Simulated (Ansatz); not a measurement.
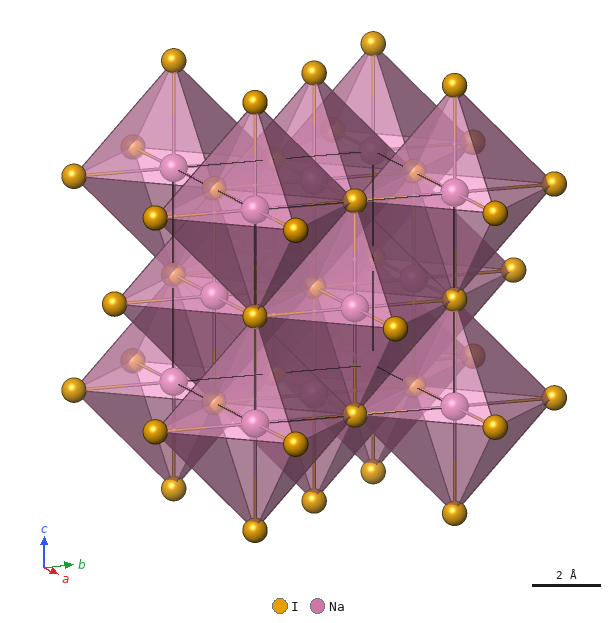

Polyhedral representation of a periodic structure, projected from a general direction. Atoms at the boundary of the drawn cell (a repeat of the simulation cell) (the box) are drawn once for each face, edge or corner they touch. Some atoms of the next cells are drawn as well.

NaI, a = 6.39 Å, b = 6.39 Å, c = 6.49 Å, α = 90.00°, β = 90.00°, γ = 90.00°.

Setup: G0W0 on PBE, plane waves, PAW (Ansatz 0.2.0); a 420 eV plane-wave basis, k-points about 0.42 Å⁻¹ apart, no spin polarisation.

**Classify it as metallic or gapped, with the value.**

An insulator at this level, with a gap of 3.69 eV, direct.

The structure was taken from a structure type filled with these elements by a generator (whether the compound takes this form wasn't checked). Earlier steps of the study may have refined or changed the cell and positions. A calculation with Ansatz used it as input.
